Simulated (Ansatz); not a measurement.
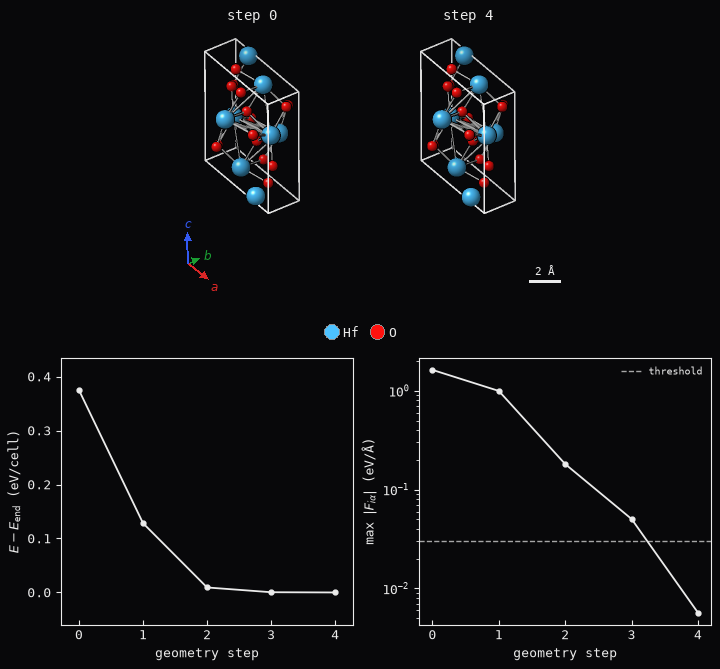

First and last geometry of a relaxation of a defect cell of composition Hf$_{8}$O$_{15}$ (cell charge +1), with the history of the run. The picture is a ball-and-stick view of the cell of the calculation, seen slightly off an axis.

Computed with DFT PBEsol, scalar-relativistic, plane waves, PAW in Ansatz. Settings: plane-wave cutoff 420 eV; k-point mesh 2 × 2 × 2; occupations gaussian; smearing width 0.02 eV; mesh shifted by (0.5, 0.5, 0.5); collinear spin; atoms relaxed in a fixed cell; force threshold 0.03 eV/Å; at most 40 steps.

Did the run converge, and what did it change?

It converged. The energy falls by 0.375 eV per cell of the calculation in 4 geometry steps. The largest force component goes from 1.6 to 0.0057 eV/Å. The atom that moves furthest is a Hf atom (0.089 Å roughly along [−1 −1 −2]). By element the largest moves are Hf 0.089 Å, O 0.071 Å. The cell stays as it was. Near-neighbour distances that change, for instance: Hf–Hf 3.376 → 3.508 Å, Hf–Hf 3.441 → 3.550 Å, Hf–Hf 3.496 → 3.596 Å, Hf–Hf 3.413 → 3.322 Å. Among the angles between lasting bonds that change: Hf–O–Hf 109.1° → 116.1°, Hf–O–Hf 103.5° → 108.8°, Hf–O–Hf 110.5° → 115.6°. Cost: 53 s on 8 threads of Arm Neoverse V2, on a shared host, peak memory 2 GiB.

Limits of the set-up: the periodic images lie only 6.7 Å apart, so the values are limited by the cell's size; the cell is charged, on a uniform background, and energies carry no finite-size correction.
